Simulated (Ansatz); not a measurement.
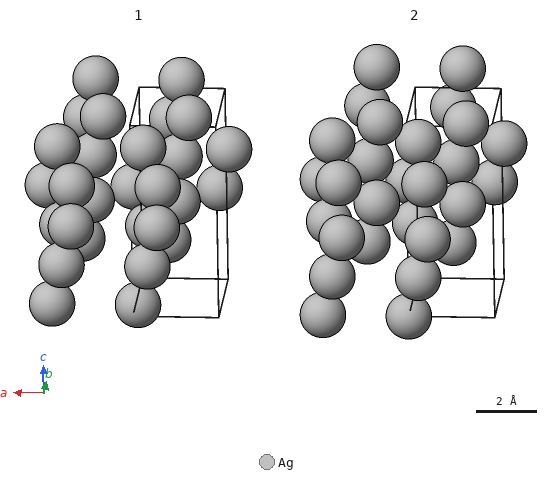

Two geometries of solid Ag (set up in P1), drawn at one scale. One is the start of a relaxation, the other its converged end. Style: spheres-only. Shown: the cell of the calculation, repeated 2 × 2 × 1 with one cell outlined, from a free direction.

Theory: Ansatz 0.2.0, DFT r2SCAN, scalar-relativistic, plane waves, PAW. Settings: plane-wave cutoff 500 eV; k-point mesh 12 × 8 × 6; occupations gaussian; smearing width 0.15 eV; no spin polarisation; atoms relaxed in a fixed cell; force threshold 0.01 eV/Å; at most 80 steps.

**Which of the two is the end point?**

Structure 2 is the relaxed one. Case: a zone-boundary wave of random shape, sigma 0.25 Å; relaxed back. After 4 accepted moves (5 points after the start) the energy has fallen by 397 meV per atom. Largest force component: 6.3 eV/Å at the start, 0.00045 eV/Å at the end. 1 step only repeated the SCF at the same geometry. The largest moves, 0.46 Å, are those of Ag atoms. The cell stays as it was. Near-neighbour distances that change, for instance: Ag–Ag 3.643 → 2.905 Å, Ag–Ag 2.209 → 2.905 Å, Ag–Ag 3.421 → 2.902 Å, Ag–Ag 3.401 → 2.900 Å. The space group (tolerance 0.01 Å) goes from P1 (No. 1) to R-3m (No. 166).
